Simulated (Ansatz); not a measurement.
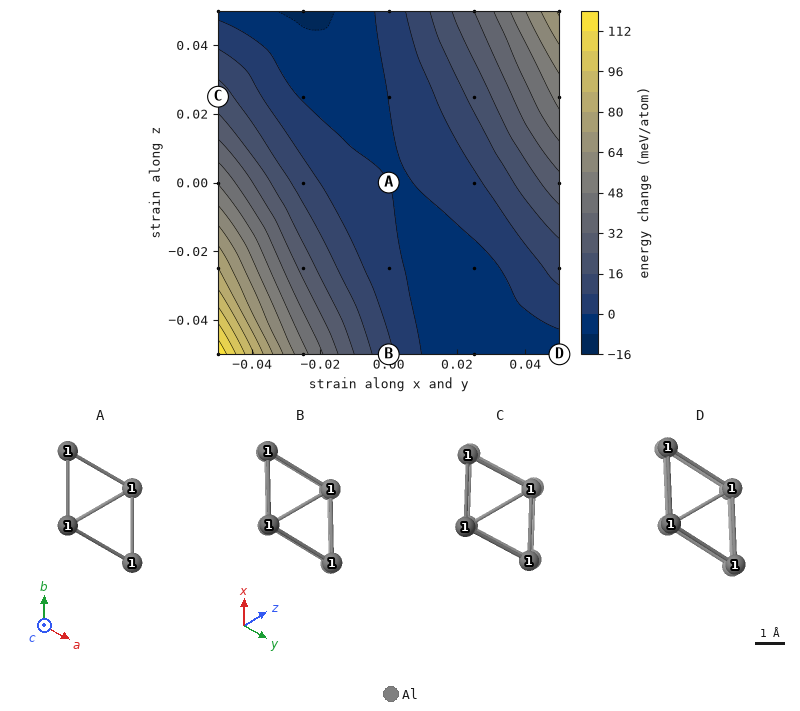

A crystal of Al (Im-3m): the cell is strained equally along x and y and separately along z, with the atoms kept at their fractional coordinates. x, y and z are the Cartesian axes of the input. The map is interpolated between the computed points (dots). The lettered frames are marked on it. The picture is a ball-and-stick view of the cell of the calculation, seen along the c axis.

Method: DFT r2SCAN, scalar-relativistic, plane waves, PAW in Ansatz 0.2.0. (plane-wave cutoff 500 eV; k-point mesh 20 × 20 × 20; occupations gaussian; smearing width 0.15 eV; no spin polarisation). Energies (free energies at the smearing named) are counted from the cell as listed in its source, which wasn't relaxed.

Question: Describe the energy landscape.

Answer: In pairs of (strain along x and y; strain along z): the lowest computed point lies at (−0.025, 0.050) (−9.7 meV/atom), the highest at (−0.050, −0.050) (119.1 meV/atom). It lies on the edge of the grid, so the true minimum may be outside the range scanned. The pressure runs from −8.4 GPa at (0.050, 0.050) to 18.3 GPa at (−0.050, −0.050). The frames lie at A (0.000, 0.000): 0.0 meV/atom, B (0.000, −0.050): 9.7 meV/atom, C (−0.050, 0.025): 20.0 meV/atom, D (0.050, −0.050): −4.6 meV/atom.

The computed points:

Rows: strain along x and y; columns: strain along z; values in meV/atom.

```
        −0.050  −0.025  0.000  0.025  0.050
−0.050   119.1    80.3   47.5   20.0   −2.5
−0.025    50.7    29.5   12.1   −0.7   −9.7
 0.000     9.7     2.5    0.0    0.1    3.4
 0.025    −7.4    −2.7    6.5   18.3   32.1
 0.050    −4.6    10.6   29.4   50.8   73.5
```
